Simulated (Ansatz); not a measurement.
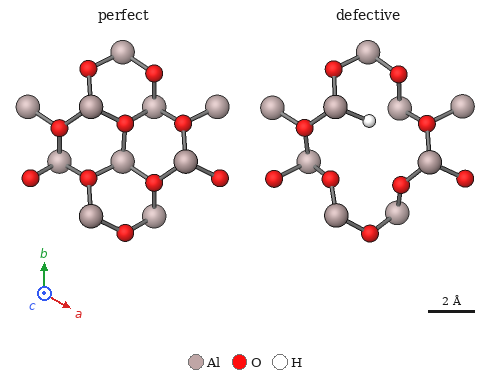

Left: perfect Al2O3. Right: the same region with a pair of point defects, after relaxing the atoms in a supercell of 120 sites. Style: ball-and-stick. Shown: the atoms within 4.6 Å of one point, in a slice 3.4 Å thick across the line of sight, along the c axis.

Level of theory: Ansatz 0.2.0, DFT, PBEsol, PAW, plane waves. Settings: plane-wave cutoff 420 eV; k-point mesh 1 × 1 × 1; mesh shifted by (0.25, 0.25, 0.25); collinear spin. Fermi-Dirac smearing of 0.01 eV. A uniform background neutralises the charged cell. The axes drawn are those of the host's conventional cell.

### What kind of defect was made?

An oxygen atom is replaced by hydrogen and an aluminium atom is taken out (a vacancy), the two sites 1.9 Å apart.

The charge state of the cell is −2.

### How does the lattice respond?

In the host the O atom has 4 Al at 1.86 to 1.98 Å; the H atom ends with 3 Al at 1.77 to 2.08 Å. Around the empty Al site the host had 6 O at 1.86 to 1.98 Å; after relaxation the nearest atoms are 5 O at 2.00 to 2.13 Å, 1 H at 2.01 Å. Of the host's atoms, an aluminium atom moves furthest from its site, by 0.22 Å. The H atom itself moves 0.16 Å from where it was put. The cell ends without a net magnetic moment.

Limits of the set-up: the cell is charged, on a uniform background, and energies carry no finite-size correction.
